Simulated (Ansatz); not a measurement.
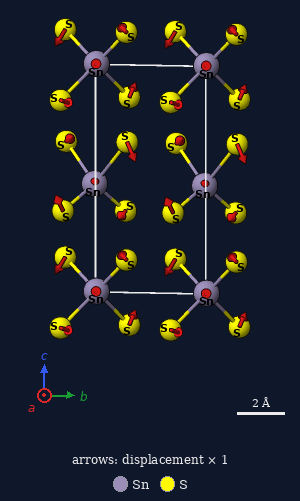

This is a relaxation of a crystal of SnS₄ (a generated structure, set up in P1) (coarse preliminary run). The starting structure is drawn; red arrows show the displacements (the part carried along by the change of the cell is left out), at their true length.

Style: ball-and-stick. Shown: the cell of the calculation, along the a axis.

These are results of DFT PBE, scalar-relativistic, plane waves, PAW in Ansatz, not measurements. Set-up: plane-wave cutoff 420 eV; k-point mesh 4 × 4 × 2; occupations gaussian; smearing width 0.2 eV; no spin polarisation; cell and atoms relaxed; force threshold 0.025 eV/Å; at most 60 steps.

Question: Which element moves most?

Answer: Sulfur: up to 1.04 Å, against 0.73 Å for tin.

Question: What did the optimiser do to the structure, and how much energy did it gain?

Answer: An S atom moves most relative to the cell: 1.04 Å along [1 1 −1]. Largest moves by element: S 1.04 Å, Sn 0.73 Å. The drawn cell changes as follows: a 4.894 → 5.604 Å (+14.5 %), b 4.720 → 4.953 Å (+4.9 %), c 9.759 → 10.262 Å (+5.2 %), α 91.1° → 90.0°, β 89.5° → 89.8°, γ 89.6° → 90.1°; the volume changes by +26.4 %. Some distances before and after: S–S 2.706 → 4.387 Å, S–S 3.618 → 2.054 Å, S–S 3.440 → 2.054 Å, S–S 3.361 → 2.089 Å. New bonds form, among them: S–S (3.29 → 2.09 Å), S–S (3.36 → 2.09 Å), S–S (3.44 → 2.05 Å), S–S (3.62 → 2.05 Å). Among the angles between lasting bonds that change: S–Sn–S 95.4° → 113.8°, S–Sn–S 103.2° → 116.2°, S–Sn–S 114.4° → 102.7°. The space group stays P1 (No. 1). The energy falls by 836 meV per atom in 19 accepted moves (20 points after the start). Largest force component: 3.7 eV/Å at the start, 0.014 eV/Å at the end. Pressure: 3.21 GPa at the start and 0.08 GPa at the end. The SCF was repeated once at an unchanged geometry on a basis and grid sized afresh for the cell, which shifted the energy by 2.3 meV per atom at most.
